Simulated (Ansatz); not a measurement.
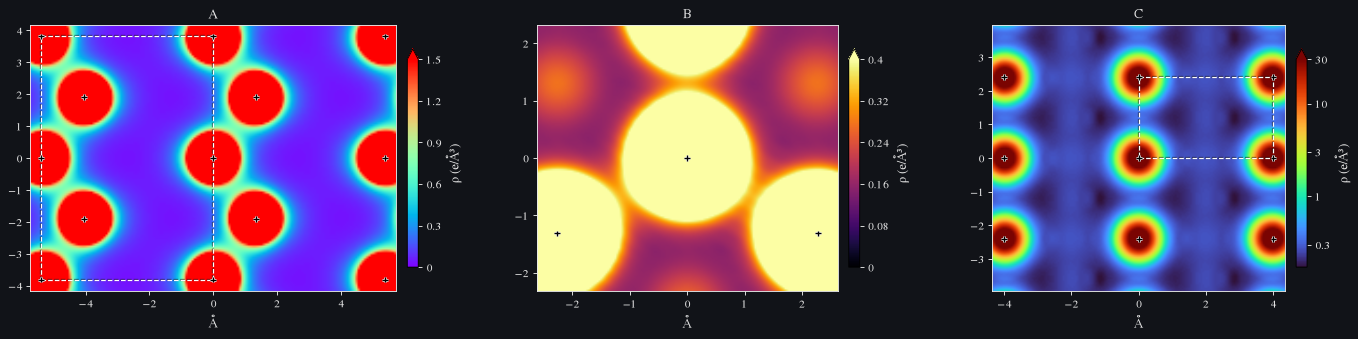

The valence pseudo-density of 3 systems, each on a plane through atoms (crosses mark nuclei in the plane).

The calculation used DFT, r2SCAN, plane waves (500 eV) with PAW, scalar-relativistic in Ansatz.

System 1: Cu, the (100) plane of the conventional cell. Space group P6/mmm; set up as Cu, omega (AlB2-type); a generated structure, not necessarily the stable one; changed on purpose from its base cell (volume × 0.96); computed pressure about 7 GPa in this cell; computed without spin polarisation.

```
Cu
1.0
     4.01042    0.00000    0.00000
    -2.00521    3.47313    0.00000
     0.00000    0.00000    2.40717
Cu
3
Cartesian
  0.0000 0.0000 0.0000
  0.0000 2.3154 1.2036
  2.0052 1.1577 1.2036
```

System 2: Rh, the (101) plane of the conventional cell. Space group Fd-3m; set up as Rh, diamond; a generated structure, not necessarily the stable one; changed on purpose from its base cell (volume × 0.96); computed pressure about 6 GPa in this cell; computed without spin polarisation.

```
Rh
1.0
     5.39092    0.00000    0.00000
     0.00000    5.39092    0.00000
     0.00000    0.00000    5.39092
Rh
8
Direct
  0.75000 0.25000 0.25000
  0.25000 0.75000 0.25000
  0.25000 0.25000 0.75000
  0.75000 0.75000 0.75000
  0.50000 0.00000 0.00000
  0.00000 0.50000 0.00000
  0.00000 0.00000 0.50000
  0.50000 0.50000 0.50000
```

System 3: Ag, the (001) plane of the conventional cell. Space group P6/mmm; set up as Ag, omega (AlB2-type); a generated structure, not necessarily the stable one; changed on purpose from its base cell (volume × 0.92); computed pressure about 10 GPa in this cell; computed without spin polarisation.

```
Ag
1.0
     4.54783    0.00000    0.00000
    -2.27391    3.93853    0.00000
     0.00000    0.00000    2.72128
Ag
3
Direct
  0.00000 0.00000 0.00000
  0.33333 0.66667 0.50000
  0.66667 0.33333 0.50000
```

Question: Which map belongs to which system?

Answer: Panel A is system 2, Rh: the plane holds Rh. Rh–Rh (2.33 Å): ρ at the midpoint is about 0.74 e/Å³. Panel B is system 3, Ag: the plane holds Ag. Ag–Ag (2.63 Å): the density is about 0.34 e/Å³ at the midpoint. Panel C is system 1, Cu: the plane holds Cu. Cu–Cu (2.41 Å): ρ is about 0.35 e/Å³ halfway.
